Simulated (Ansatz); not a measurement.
Input file:

```
crystal:
  lattice:
    - [3.5016248082, 0.0, 0.0]
    - [-1.7508124041, 3.0324960384, 0.0]
    - [0.0, 0.0, 5.802402218]
  atoms:
    - { symbol: Zn, position: [0.3333333333, 0.6666666667, 0.0019944007] }
    - { symbol: Zn, position: [0.6666666667, 0.3333333333, 0.5019944007] }
    - { symbol: S, position: [0.3333333333, 0.6666666667, 0.3730055993] }
    - { symbol: S, position: [0.6666666667, 0.3333333333, 0.8730055993] }
basis:
  ecutwfc: 420
kpoints:
  mp_grid: { grid: [12, 12, 6] }
hamiltonian:
  xc: pbe
scf:
  occupations: { method: gaussian, width: 0.02 }
output:
  forces: true
  stress: true
  eigenvalues: true
  write_density: true
  write_potential: true
  elf: true
  volumetric_format: npy
relax:
  adjacent_minimum: "off"
  f_tol: 0.008
  max_steps: 50
  cell: { stress_tol: 0.08, p_target: 40.0 }
```

Launched as:

```sh
ansatz run input.yaml --threads 1 --pin off --max-ram 2560MiB --backend cpu --events-out ev --progress --plain --runs-dir out
```

Below, planes, directions and counts refer to the conventional cell (a = 3.45 Å, b = 3.45 Å, c = 5.82 Å, α = 90.00°, β = 90.00°, γ = 120.00°).

The fields are those of the run's last geometry, not of the input's.

Space group P6₃mc; a structure from a database of computed crystals, not necessarily the ambient phase; computed pressure about 40 GPa in this cell.

Computed with DFT PBE, scalar-relativistic, plane waves, PAW (Ansatz 0.2.0).

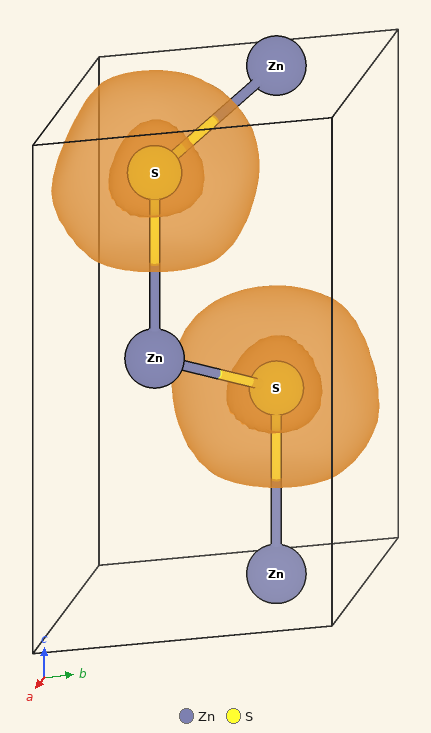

ZnS. Isosurface of the electron localisation function at 0.65 (orange), seen slightly off an axis. Core shells and regions of very low density are left out. Sticks mark near contacts.

In a PAW calculation such maps are meaningful between the atoms, not at the nuclei.

> Where are the electrons localised?

The ELF exceeds this value in two regions wrapped around S (the valence shell of each), counted in one cell of 4 atoms. Regions shared between cells count once.

Values along the shortest contacts:
Zn–S (2.13 Å): the ELF peaks at about 0.90 in the valence shell of S, 0.8 Å from its nucleus, and is about 0.60 at the midpoint.
